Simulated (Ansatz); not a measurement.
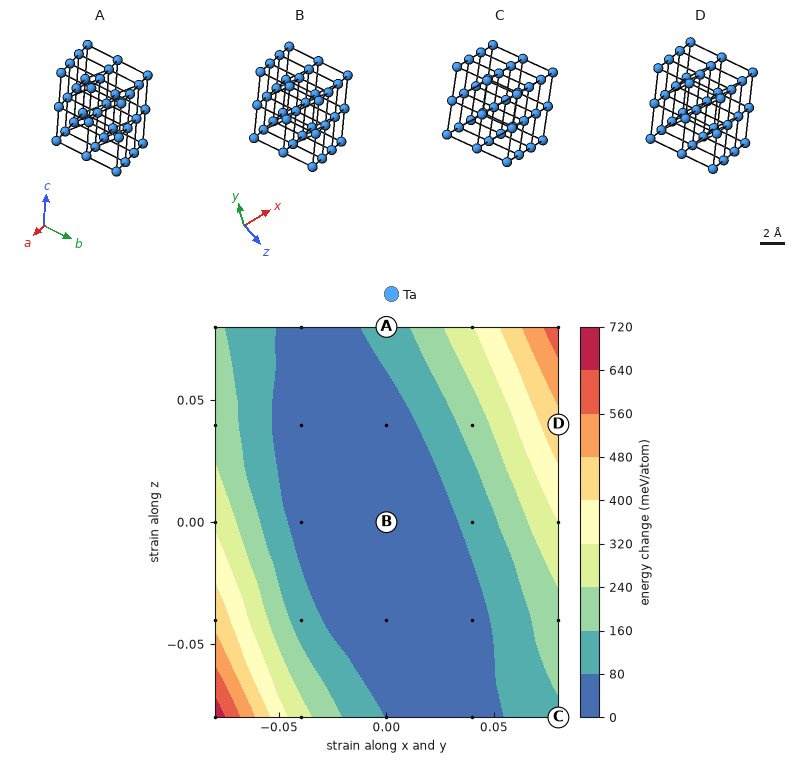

A scan of solid Ta (Im-3m): the cell is strained equally along x and y and separately along z, with the atoms kept at their fractional coordinates. x, y and z are the Cartesian axes of the input. The map is interpolated between the computed points (dots). The lettered frames are marked on it. A ball-and-stick model of the cell of the calculation, repeated 3 × 2 × 2 with one cell outlined, seen slightly off an axis.

Level of theory: Ansatz, DFT PBEsol, scalar-relativistic, plane waves, PAW. Set-up: plane-wave cutoff 420 eV; k-point mesh 20 × 20 × 20; occupations gaussian; smearing width 0.15 eV; no spin polarisation. Energies (free energies at the smearing named) are counted from the cell as listed in its source, which wasn't relaxed.

Q: Where is the lowest point of the map, and what else does it tell?

A: In pairs of (strain along x and y; strain along z): the lowest computed point lies at (0.000, 0.000) (0 meV/atom), the highest at (−0.080, −0.080) (693 meV/atom). The valley is tilted: raising the in-plane strain is made harder by raising the strain along z (cross term 0.67 of the geometric mean of the two curvatures). Over the ranges scanned the energy rises more along the first axis, the in-plane strain. The pressure runs from −32.1 GPa at (0.080, 0.080) to 73.0 GPa at (−0.080, −0.080). The frames lie at A (0.000, 0.080): 116 meV/atom, B (0.000, 0.000): 0 meV/atom, C (0.080, −0.080): 144 meV/atom, D (0.080, 0.040): 454 meV/atom.

The computed points:

Rows: strain along x and y; columns: strain along z; values in meV/atom.

```csv
,−0.080,−0.040,0.000,0.040,0.080
−0.080,693,461,308,216,174
−0.040,273,127,52,31,54
0.000,77,10,0,40,116
0.040,49,54,104,194,315
0.080,144,213,319,454,612
```
